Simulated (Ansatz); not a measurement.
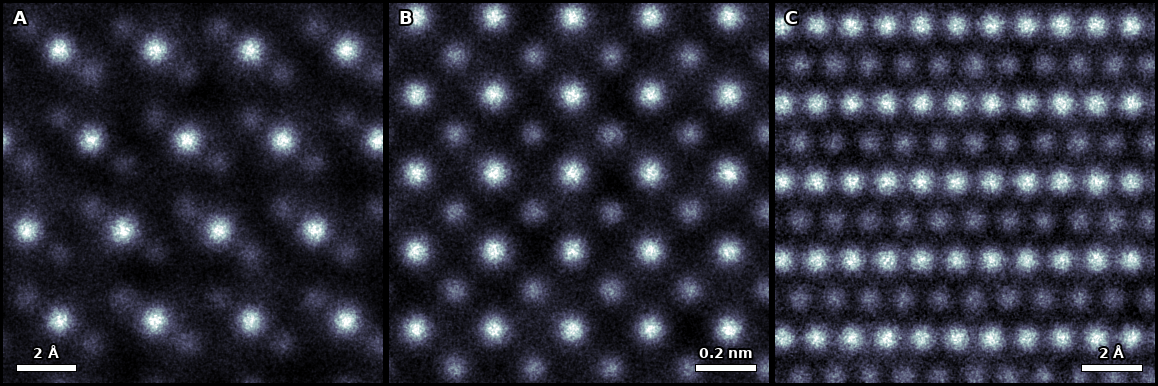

Three views of CdF2 (Fm-3m, No. 225) along different zone axes. Simulated as the projected potential of neutral atoms (B = 0.3 Å²) blurred by a 0.50 Å probe, the thin-sample limit of integrated differential phase contrast. Shot noise and the speckle of an amorphous layer were added. Structure: coordinates from a relaxation (final pressure about -3.3 GPa) with DFT LDA, scalar-relativistic, plane waves, PAW in Ansatz 0.2.0; the starting structure was generated, so it need not be a known form of this composition.

```
CELL_PARAMETERS angstrom
5.34620 0.00000 0.00000
0.00000 5.34620 0.00000
0.00000 0.00000 5.34620
ATOMIC_POSITIONS crystal
Cd 0.00000 0.00000 0.00000
F 0.25000 0.75000 0.75000
F 0.25000 0.25000 0.75000
Cd 0.00000 0.50000 0.50000
F 0.25000 0.25000 0.25000
F 0.25000 0.75000 0.25000
Cd 0.50000 0.00000 0.50000
F 0.75000 0.75000 0.25000
F 0.75000 0.25000 0.25000
Cd 0.50000 0.50000 0.00000
F 0.75000 0.25000 0.75000
F 0.75000 0.75000 0.75000
```

Q: Match the panels to the zone axes [001], [110] and [210].

A is [110]: projected cell 3.27 × 3.27 Å, 109°, plane group c2mm. B is [001]: projected cell 2.67 × 2.67 Å, 90°, plane group p4mm. C is [210]: projected cell 1.20 × 2.67 Å, 90°, plane group p2mm.
